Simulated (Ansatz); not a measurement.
**From WSi2 to WC2**

System: WSi2 (I4/mmm, 3 atoms in the cell).
Method of the first run: DFT PBEsol, scalar-relativistic, plane waves, PAW, no spin polarisation (Ansatz 0.2.0).
System of the second run: WC2 (I4/mmm, 3 atoms in the cell).

On the first run: The structure derives from an entry of the Crystallography Open Database. On the second run: The structure was made by swapping elements on the sites of another compound; it need not be a known phase. It belongs to a series of runs on one base structure; here: Si -> C on all its sites, cell and atoms relaxed. Text and figures count atoms from 1; the logs count them from 0 in places.

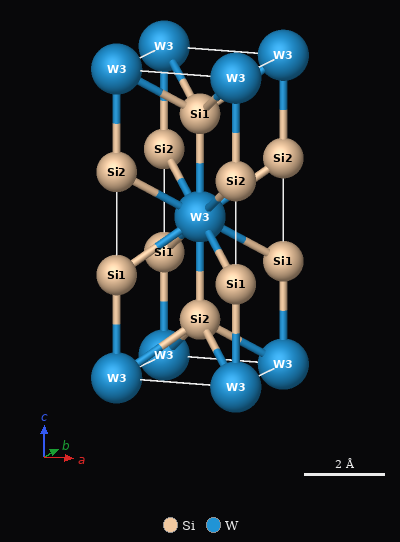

Fig. 1: The input geometry (ball-and-stick view of the cell 2 times as large as that of the calculation, set on its symmetry axes, seen slightly off an axis; atoms are numbered from 1 in the order of the input).

### The input, the first run
```yaml
crystal:
  lattice:
    - [-1.606, 1.606, 3.94]
    - [1.606, -1.606, 3.94]
    - [1.606, 1.606, -3.94]
  atoms:
    - { symbol: Si, position: [0.333, 0.333, 0.0] }
    - { symbol: Si, position: [0.667, 0.667, 0.0] }
    - { symbol: W, position: [0.0, 0.0, 0.0] }
basis:
  ecutwfc: 420
kpoints:
  mp_grid: { grid: [8, 8, 8] }
hamiltonian:
  xc: pbesol
scf:
  occupations: { method: gaussian, width: 0.1 }
output:
  forces: true
  stress: true
  eigenvalues: true
```

Launched with:
```bash
ansatz run input.yaml --threads 1 --pin off --max-ram 2560MiB --backend cpu --events-out ev --progress --plain --runs-dir out
```

Hardware: 1 thread of Intel Xeon @ 2.50GHz (Skylake/Cascade Lake), 64 GiB of memory available, shared host.

### Output, shortened to warnings, some set-up lines, iterations and results (the first run)
```
Basis set: ecut = 420 eV, 793 PW (Γ), FFT grids on a1+a3, a2+a3, a3, exchange–correlation on 48×48×64 points (8 copies of the dense FFT grid, shifted against one another)
Symmetry: 16 space group operations
k-points: 59 of 512
Initial density: superposition of atomic densities (neutral atoms: chi_scale 0, normalization atom), corrected by the library's trained network
[...]
SCF iter   1: F=—  HF=-11500.886622 eV  |F-HF|=—  |Δ(HF+E_count)|=         —  Δρ=4.35e-3  dr2=7.45e-3  ethr=1.77e-3  ⟨swp⟩=5.0  Hψ=5089  notcnv=0
SCF iter   2: F=—  HF=-11500.885513 eV  |F-HF|=—  |Δ(HF+E_count)|=   1.11e-3  Δρ=2.16e-3  dr2=9.95e-4  ethr=3.38e-5  ⟨swp⟩=1.0  Hψ=1358  notcnv=0
SCF iter   3: F=—  HF=-11500.885475 eV  |F-HF|=—  |Δ(HF+E_count)|=   3.82e-5  Δρ=6.53e-4  dr2=8.98e-5  ethr=4.52e-6  ⟨swp⟩=2.0  Hψ=1154  notcnv=0
SCF iter   4: F=—  HF=-11500.885467 eV  |F-HF|=—  |Δ(HF+E_count)|=   8.05e-6  Δρ=5.62e-5  dr2=1.12e-6  ethr=4.08e-7  ⟨swp⟩=2.6  Hψ=1315  notcnv=0
SCF iter   5: F=-11500.885467 eV  HF=-11500.885467 eV  |F-HF|=8.65e-9  |Δ(HF+E_count)|=   2.13e-7  Δρ=8.21e-6  dr2=2.46e-8  ethr=5.11e-9  ⟨swp⟩=2.5  Hψ=1312  notcnv=0
SCF iter   6: F=-11500.885467 eV  HF=-11500.885467 eV  |F-HF|=1.05e-9  |Δ(HF+E_count)|=   4.49e-9  Δρ=1.64e-6  dr2=1.56e-9  ethr=1.12e-10  ⟨swp⟩=2.4  Hψ=3058  notcnv=0
SCF 1 converged in 6 iterations: F = -11500.885467 eV  dr2 = 1.56e-9
SCF converged after 6 iterations
Free energy (F): -11500.885467 eV
Harris-Foulkes:  -11500.885467 eV  (|F-HF|=1.05e-9)
Internal energy: -11500.883155 eV  (E = F + TS)
E sigma→0 (E₀):  -11500.884311 eV
Entropy (-TS):   -0.002312 eV (-0.771 meV/atom)
Fermi energy:    16.451489 eV
--- Per-component energies (eV) ---
  E_band       = -84.163635
  E_kinetic    = 540.918800
  E_local      = -952.726068  (includes V_loc(G=0)·N_el)
  E_nonlocal   = 53.353682
  E_hartree    = 372.766580
  E_xc         = -379.280831
  E_vxc        = -338.520714  (∫ρ·V_xc dr)
  E_paw        = -9434.207377  (= ΣΔE_a)
  E_vpaw       = -132.723610  (= ΣTr[D̂ρ^β])
  E_aug_tail   = -0.000066  (compensation charges beyond the density's cutoff)
  E_ewald      = -1701.992787
  E_core_change = 0.284913  (= ΣΔE_core)
  E_smearing   = -0.002312  (= −TS)
  E_closure    = 0.000000  (closes the sum)
  Σ components = -11500.885467   (vs F -11500.885467, Δ=0.00e0)
--- Forces (eV/Å), atoms counted from 1 ---
  atom   1  Si     0.00000000     0.00000000     0.30260359
  atom   2  Si     0.00000000    -0.00000000    -0.30260359
  atom   3  W     -0.00000000     0.00000000    -0.00000000
  max |Σ_I F_I| component: 3.47e-17 eV/Å
--- Stress (GPa, compression-positive) ---
       -2.519147       0.000000       0.000000
        0.000000      -2.519147       0.000000
       -0.000000       0.000000      -5.517097
  P = ⅓ Tr σ = -3.5185 GPa (-35.185 kbar)
```

For the second run the input was changed thus:
```diff
-    - [-1.606, 1.606, 3.94]
-    - [1.606, -1.606, 3.94]
-    - [1.606, 1.606, -3.94]
+    - [-1.4027123353, 1.4027123353, 3.4233336199]
+    - [1.4027123353, -1.4027123353, 3.4233336199]
+    - [1.4027123353, 1.4027123353, -3.4233336199]
-    - { symbol: Si, position: [0.333, 0.333, 0.0] }
-    - { symbol: Si, position: [0.667, 0.667, 0.0] }
+    - { symbol: C, position: [0.3344989448, 0.3344989448, 0.0] }
+    - { symbol: C, position: [0.6655010552, 0.6655010552, 0.0] }
```

What does this change do to the results?

The total energies belong to different systems, so their difference says nothing on which is more stable or more accurate. The pressure goes from −3.52 to −10.88 GPa. The largest force goes from 0.303 to 0.455 eV/Å. The volume per atom goes from 13.55 to 8.98 Å³. The number of SCF iterations is the same. The plane waves at Γ go from 793 to 543.

### Output, shortened to warnings, some set-up lines, iterations and results (the second run)
```
Basis set: ecut = 420 eV, 543 PW (Γ), exchange–correlation on 54×54×54 points (8 copies of the dense FFT grid, shifted against one another)
Symmetry: 16 space group operations
k-points: 59 of 512
Initial density: superposition of atomic densities (neutral atoms: chi_scale 0, normalization atom), corrected by the library's trained network
[...]
SCF iter   1: F=—  HF=-10746.418328 eV  |F-HF|=—  |Δ(HF+E_count)|=         —  Δρ=2.34e-2  dr2=1.91e-1  ethr=1.77e-3  ⟨swp⟩=5.4  Hψ=4390  notcnv=0
SCF iter   2: F=—  HF=-10746.380952 eV  |F-HF|=—  |Δ(HF+E_count)|=   3.74e-2  Δρ=7.19e-3  dr2=1.16e-2  ethr=8.67e-4  ⟨swp⟩=2.0  Hψ=1564  notcnv=0  defer=4
SCF iter   3: F=—  HF=-10746.378655 eV  |F-HF|=—  |Δ(HF+E_count)|=   2.30e-3  Δρ=2.89e-3  dr2=1.82e-3  ethr=5.26e-5  ⟨swp⟩=2.2  Hψ=1118  notcnv=0  defer=4
SCF iter   4: F=—  HF=-10746.378238 eV  |F-HF|=—  |Δ(HF+E_count)|=   4.18e-4  Δρ=3.63e-4  dr2=2.12e-5  ethr=8.28e-6  ⟨swp⟩=2.1  Hψ=1271  notcnv=0  defer=4
SCF iter   5: F=—  HF=-10746.378233 eV  |F-HF|=—  |Δ(HF+E_count)|=   4.93e-6  Δρ=5.40e-5  dr2=5.57e-7  ethr=9.61e-8  ⟨swp⟩=2.4  Hψ=1370  notcnv=0  defer=4
SCF iter   6: F=-10746.378233 eV  HF=-10746.378233 eV  |F-HF|=8.07e-9  |Δ(HF+E_count)|=   2.07e-8  Δρ=7.15e-6  dr2=1.35e-8  ethr=4.55e-10  ⟨swp⟩=6.3  Hψ=4253  notcnv=0
SCF 1 converged in 6 iterations: F = -10746.378233 eV  dr2 = 1.35e-8
SCF converged after 6 iterations
Free energy (F): -10746.378233 eV
Harris-Foulkes:  -10746.378233 eV  (|F-HF|=8.07e-9)
Internal energy: -10746.373699 eV  (E = F + TS)
E sigma→0 (E₀):  -10746.375966 eV
Entropy (-TS):   -0.004534 eV (-1.511 meV/atom)
Fermi energy:    18.838340 eV
--- Per-component energies (eV) ---
  E_band       = -48.317436
  E_kinetic    = 621.082324
  E_local      = -743.739898  (includes V_loc(G=0)·N_el)
  E_nonlocal   = 55.414249
  E_hartree    = 256.878953
  E_xc         = -360.368152
  E_vxc        = -356.949028  (∫ρ·V_xc dr)
  E_paw        = -8624.429208  (= ΣΔE_a)
  E_vpaw       = -137.884884  (= ΣTr[D̂ρ^β])
  E_aug_tail   = -0.000035  (compensation charges beyond the density's cutoff)
  E_ewald      = -1951.475926
  E_core_change = 0.263993  (= ΣΔE_core)
  E_smearing   = -0.004534  (= −TS)
  E_closure    = 0.000000  (closes the sum)
  Σ components = -10746.378233   (vs F -10746.378233, Δ=0.00e0)
--- Forces (eV/Å), atoms counted from 1 ---
  atom   1  C      0.00000000     0.00000000     0.45515774
  atom   2  C     -0.00000000    -0.00000000    -0.45515774
  atom   3  W      0.00000000     0.00000000    -0.00000000
  max |Σ_I F_I| component: 5.55e-17 eV/Å
--- Stress (GPa, compression-positive) ---
       -8.116068       0.000000       0.000000
        0.000000      -8.116068       0.000000
       -0.000000       0.000000     -16.409076
  P = ⅓ Tr σ = -10.8804 GPa (-108.804 kbar)
```

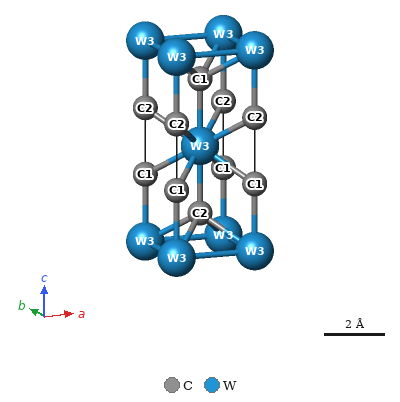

Fig. 2: The input structure of the second run (ball-and-stick view of the cell 2 times as large as that of the calculation, set on its symmetry axes, seen slightly off an axis; atoms are numbered from 1 in the order of the input).

### The two runs side by side

| quantity | the first run | the second run |
| --- | --- | --- |
| outcome | converged | converged |
| free energy per atom (eV) | −3833.6285 | −3582.1261 |
| energy per atom, smearing taken to zero (eV) | −3833.6281 | −3582.1253 |
| gap on the mesh (eV) | 0.00 | 0.00 |
| pressure (GPa) | −3.52 | −10.88 |
| volume per atom (Å³) | 13.55 | 8.98 |
| largest force (eV/Å) | 0.303 | 0.455 |
| SCF iterations | 6 | 6 |
| irreducible k-points | 59 | 59 |
| plane waves at Γ | 793 | 543 |
| wall time (shared host) | 2.4 s | 2 s |

For both runs: Spin–orbit coupling is left out, which matters for W.
